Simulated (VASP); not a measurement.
# HCl: what the fields show

The calculation's input:

```
  ALGO = Normal
  EDIFF = 1E-7
  ENCUT = 520
  GGA = PS
  ISIF = 2
  ISMEAR = 0
  LASPH = T
  LCHARG = T
  LELF = T
  LREAL = F
  LVHAR = T
  LWAVE = F
  NBANDS = 11
  NELM = 100
  PREC = Accurate
  SIGMA = 0.01
```

Run with:

```sh
cat potpaw_PBE.64/H/POTCAR potpaw_PBE.64/Cl/POTCAR > POTCAR
mpirun -np 1 vasp_std > vasp.out
```

Below, planes, directions and counts refer to the conventional cell (a = 3.92 Å, b = 3.92 Å, c = 5.30 Å, α = 90.00°, β = 90.00°, γ = 90.00°).

Space group I4mm; a structure from a database of computed crystals, not necessarily the ambient phase.

Level of theory: VASP 6.6.1, Kohn-Sham DFT of a periodic cell, PBEsol, VASP PAW PBE potentials, recommended.

In a PAW calculation such maps are meaningful between the atoms, not at the nuclei.

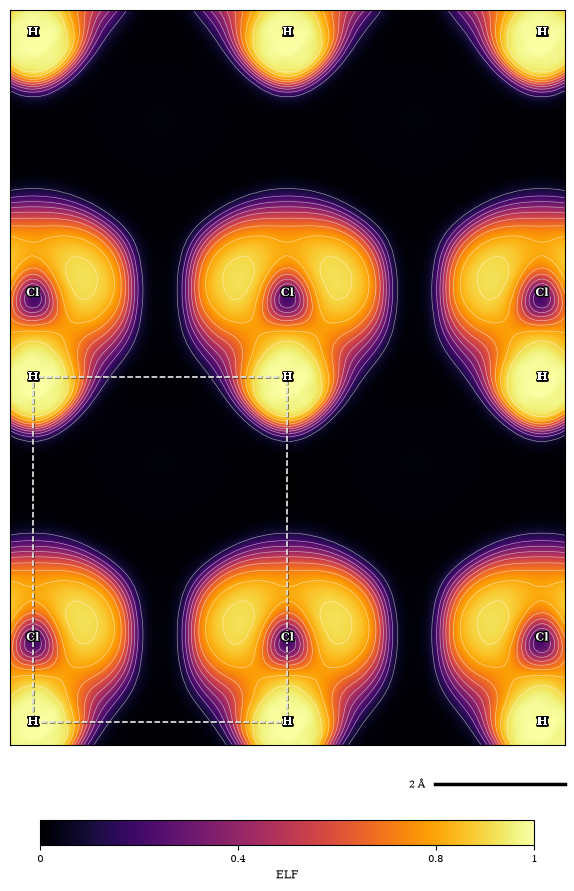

Figure 1. Electron localisation function on the (010) plane of the conventional cell.

What does the map show?

Answer.
- The plane passes through H and Cl nuclei.
- Cl–H (1.30 Å): the ELF climbs to about 1 towards the hydrogen, as it does in any bond to H; an ordinary covalent bond to hydrogen.
- The ELF also peaks beside Cl, away from the bonds: lone-pair regions.

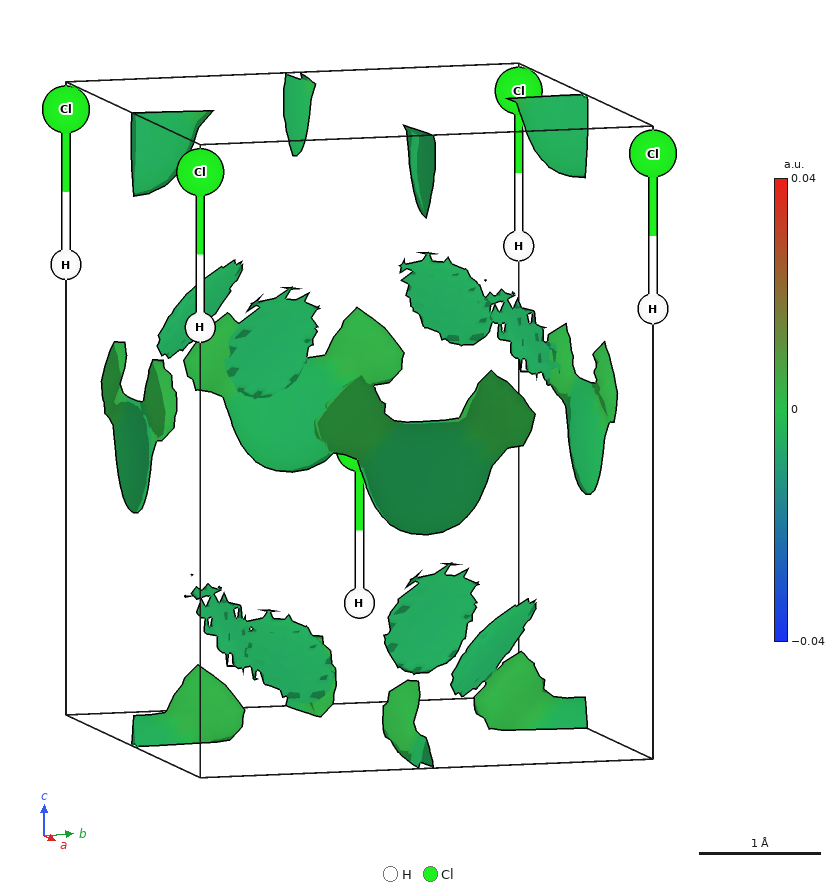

Figure 2. Non-covalent interaction (NCI) plot: the surface where the reduced density gradient is 0.5, for densities under 0.05 a.u., coloured by sign(λ₂)ρ; seen slightly off an axis.

What holds or crowds the atoms apart from the covalent bonds?

Answer.
- Between Cl on one side and Cl on the other: a weak contact (green) (×4)
- Between H and Cl on one side and Cl on the other: a weak contact (green) (×8)

Metal or insulator at this level of theory?

Answer. It is gapped, with a Kohn–Sham gap of 5.1 eV on the k-point mesh, an upper bound to the gap of this method.
